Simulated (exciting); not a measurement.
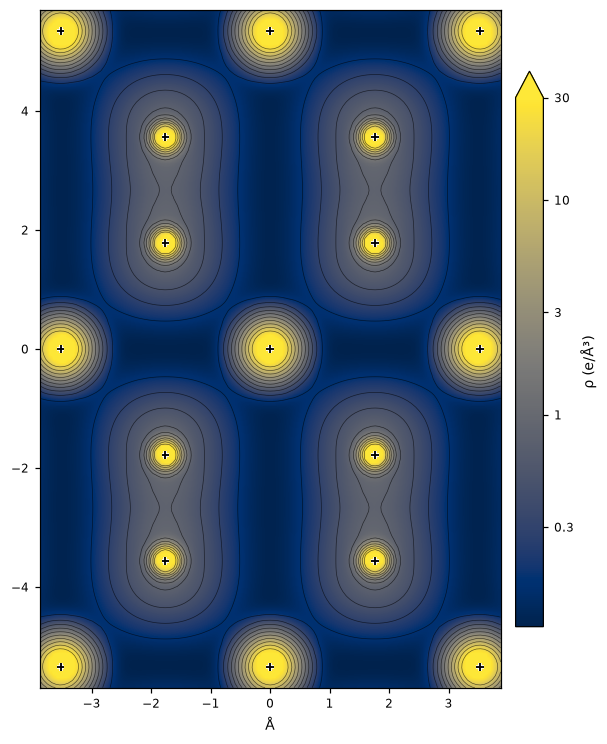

The electron density on a plane through atoms (crosses mark nuclei in the plane).

The calculation used Kohn-Sham DFT of a periodic cell, PBE, all-electron LAPW+lo, shipped species files (exciting sodium).

Candidates:
A. MgB₂, a = 3.08 Å, b = 3.09 Å, c = 3.52 Å, α = 90.00°, β = 90.00°, γ = 120.00°. Space group P6/mmm.
B. Ge, a = 5.66 Å, b = 5.66 Å, c = 5.66 Å, α = 90.00°, β = 90.00°, γ = 90.00°. Space group Fd-3m.
C. Re, a = 2.71 Å, b = 2.76 Å, c = 2.80 Å, α = 61.00°, β = 62.29°, γ = 62.08°. Space group P-1.

Question: Which system is this?

Answer: Candidate A: MgB₂ on the (110) plane of the conventional cell, which holds Mg and B. B–B (1.78 Å): ρ is about 0.83 e/Å³ halfway. Mg–B (2.51 Å): ρ is about 0.21 e/Å³ halfway.
